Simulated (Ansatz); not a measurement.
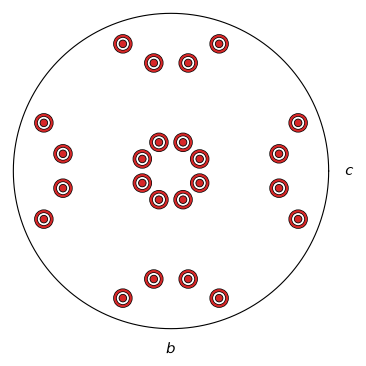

Stereographic projection: filled dots lie in the upper hemisphere, open rings in the lower. The a axis points at the viewer. The poles are all faces of one general form. Computed from the symmetry operations of a computed or model structure of composition Li2S.

**Which point group is this?**

m-3m (Oh), order 48, cubic system: three fourfold axes, four threefold axes, six twofold axes, nine mirror planes, an inversion centre.

**Can such a crystal be piezoelectric, pyroelectric or chiral?**

It is centrosymmetric, so neither piezoelectric nor pyroelectric; it is not chiral.
